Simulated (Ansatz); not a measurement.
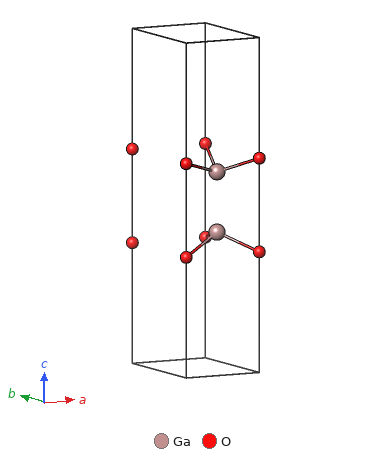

The crystal in a ball-and-stick representation, seen from the side at a slight tilt. The simulation cell is drawn as a box.

GaO, a = 3.13 Å, b = 3.13 Å, c = 14.40 Å, α = 90.00°, β = 90.00°, γ = 120.00°.

Run with DFT PBE, scalar-relativistic, plane waves, PAW (Ansatz) and these settings: wavefunction cutoff 420 eV, k-points on a 12×12×2 grid, Gaussian smearing of 0.02 eV, no spin polarisation.

What does the calculation say: metal or gapped?

A semiconductor at this level, with a gap of 1.20 eV on the k-mesh (the true edges may lie between mesh points, so the gap can be somewhat smaller).

It goes back to a structure listed in the Materials Project, with elements exchanged, so it need not be a known form of the compound. The cell was then strained or its atoms displaced on purpose. It was run through Ansatz as a DFT input.
